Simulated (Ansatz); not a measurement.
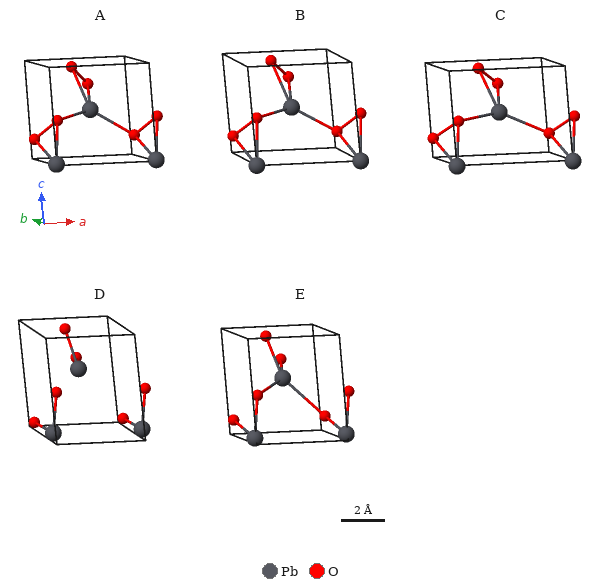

5 geometries from one relaxation of a crystal of PbO2 (built on the random type) (coarse preliminary run), in shuffled order. Style: ball-and-stick. Shown: the cell of the calculation, slightly off an axis.

Case: random cell with space group Aea2 (No. 41).

Theory: Ansatz, DFT PBE, scalar-relativistic, plane waves, PAW. Settings: plane-wave cutoff 420 eV; k-point mesh 4 × 4 × 4; occupations gaussian; smearing width 0.1 eV; no spin polarisation; cell and atoms relaxed; force threshold 0.04 eV/Å; at most 70 steps.

Order the frames from highest to lowest energy.

D, E, A, B, C. They are steps 0, 2, 5, 9, 17, at +1005 meV per atom, +458 meV per atom, +90.1 meV per atom, +46.3 meV per atom relative to the last. The largest moves relative to the cell, 0.70 Å, are those of Pb atoms. By element the largest moves are Pb 0.70 Å, O 0.53 Å. Cell: a 4.288 → 5.604 Å (+30.7 %), b = c 5.122 → 4.484 Å (−12.5 %), α 66.3° → 75.8°. Volume +6.0 %. Near-neighbour distances that change, for instance: O–Pb 3.201 → 2.539 Å, O–Pb 3.160 → 2.521 Å, O–Pb 2.041 → 2.619 Å, O–O 2.032 → 1.489 Å. New bonds form: O–Pb (3.16 → 2.52 Å), O–Pb (3.20 → 2.54 Å). The space group stays Aea2 (No. 41). The energy falls by 1005 meV per atom in 13 accepted moves (17 points after the start). Largest force component: 4.2 eV/Å at the start, 0.0084 eV/Å at the end. Pressure: 11.54 GPa at the start and −0.13 GPa at the end. The SCF was repeated 4 times at an unchanged geometry on a basis and grid sized afresh for the cell, which shifted the energy by 24.0 meV per atom at most.
